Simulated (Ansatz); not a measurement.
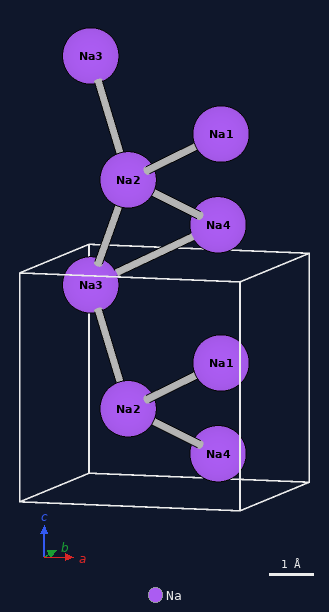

Reference structure: a symmetric starting cell of Na (made from another compound by putting Na in place of Li). A ball-and-stick model of the cell of the calculation, repeated 1 × 1 × 2 with one cell outlined, seen slightly off an axis.

The calculation used DFT PBE, scalar-relativistic, plane waves, PAW (Ansatz 0.2.0). Settings: plane-wave cutoff 420 eV; k-point mesh 8 × 8 × 8; occupations gaussian; smearing width 0.1 eV; no spin polarisation.

Now this is done to it. All lengths are scaled by −0.6 % (volume −1.9 %) and atoms are displaced by 0.18 Å relative to the cell: Na2 0.18 Å along [−1 −1 −1]. No relaxation follows. The starting cell wasn't computed here and needn't be at equilibrium, so pressure and forces aren't due to the change alone.

What does the calculation give for the changed structure?

Some distances before and after: Na–Na 3.214 → 3.206 Å. The space group stays P2_13 (No. 198). The pressure is 1.5 GPa (not all of it need come from the change, since the unchanged cell can be under pressure at this level too). The largest forces, 0.15 eV/Å, act on Na1, Na2, Na3 and Na4; on Na4 it points along [1 −1 1]. The forces point along the displacements, not back (a soft direction, or forces left over where the reference was relaxed at another level) (cosine 1.00).

Drawn alike, the variant:

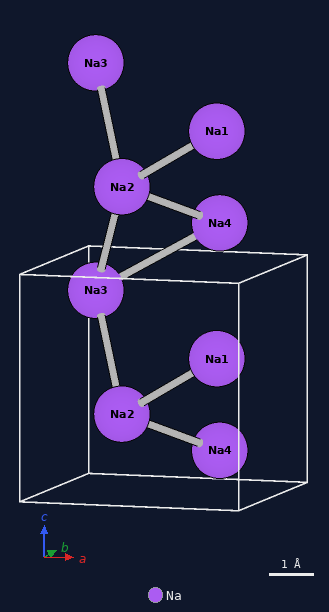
